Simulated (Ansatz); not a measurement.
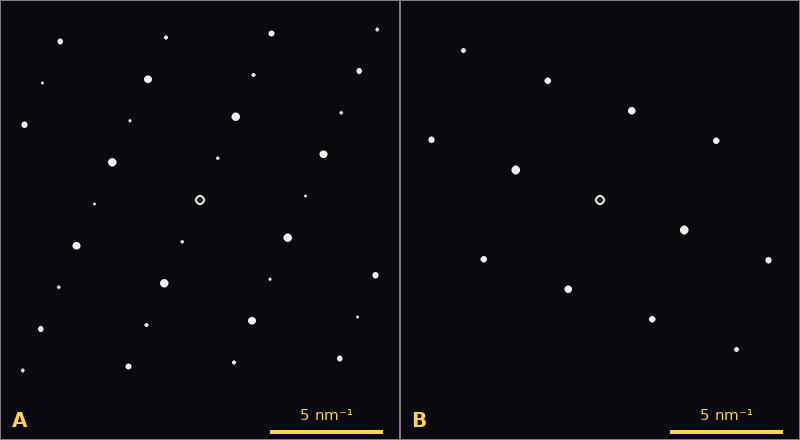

Kinematic electron diffraction patterns (200 kV, B = 0.5 Å², same scale, each along a low-index zone) of two structures of composition Pd, each relaxed at zero pressure with Ansatz, DFT r2SCAN, scalar-relativistic, plane waves, PAW.

The structures (standard cells):
1. I4_1/amd (No. 141), a = 4.969 Å, c = 2.662 Å, 4 atoms; generated start, possibly hypothetical
2. Fmmm (No. 69), a = 2.738 Å, b = 4.655 Å, c = 9.810 Å, 8 atoms; generated start, possibly hypothetical

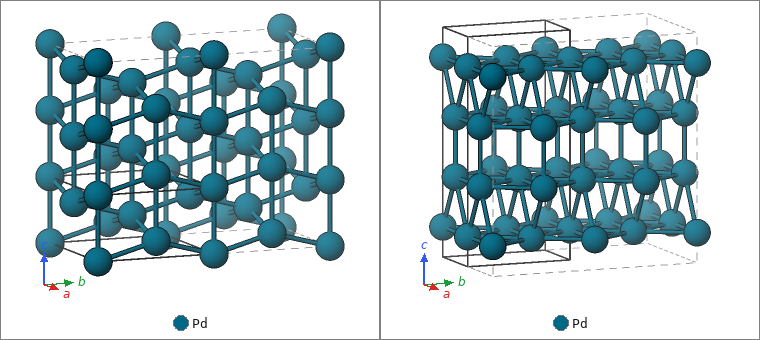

Drawings of the structures 1 to 2, from left to right (each may span several cells).

**Which pattern belongs to which structure, and along which zone?**

A is structure 2 along [100]: rectangular net of 0 0 2 (weak) at d = 4.90 Å and 0 2 0 at d = 2.33 Å, 90.0° apart. B is structure 1 along [101] or an equivalent direction: rectangular net of 0 2 0 at d = 2.48 Å and 1 0 -1 at d = 2.35 Å, 90.0° apart (some points of this net are extinct or too weak to see).

**Which structure lies lowest at this level of theory, and by how much?**

Structure 2 (Fmmm, 15.63 Å³ an atom) is the lowest of these; structure 1 (I4_1/amd, 16.43 Å³ an atom) lies about 190 meV an atom higher. These are static energies at 0 K; other structures, not shown, may lie lower still.
